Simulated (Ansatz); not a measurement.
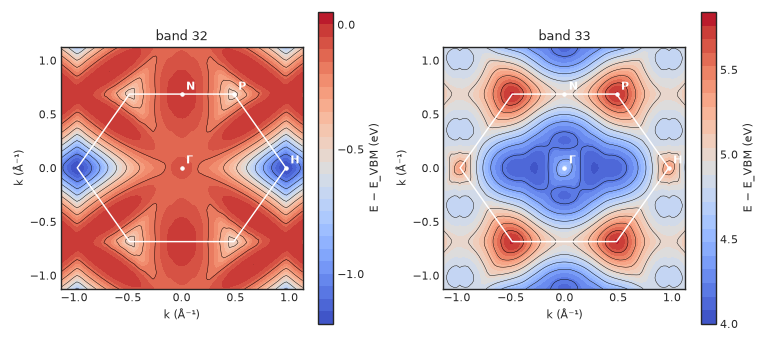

Two bands of Si3N4 (I-43d) over the plane through Γ, H and P: the highest mostly filled and the lowest mostly empty one.

Method: Ansatz 0.2.0, DFT PBE, scalar-relativistic, plane waves, PAW; levels and slopes on a dense k mesh at the converged density. No spin polarisation. The levels come from a k mesh of 22×22×22 points. Cell and positions as given, without relaxation.

Give both levels and their distance at the named points.

Answer.
```tsv
point	lower band (eV)	upper band (eV)	distance (eV)
Γ	−0.07	4.64	4.70
H	−1.20	5.41	6.61
N	−0.02	4.98	4.99
```

Where are the band edges of the whole zone?

Answer. The valence band has eight equivalent maxima on the P–H line, nearly flat in two directions, with mass 0.49 mₑ across; the conduction band has six equivalent minima on the Γ–H line, principal masses 0.49, 0.95 and 0.95 mₑ. The gap is indirect, 4.06 eV at this level of theory (semilocal functionals give gaps that are too small, and can reorder valleys that lie close). Another valley lies within 0.05 eV of an edge, so the kind of gap can change with the cell or the functional.
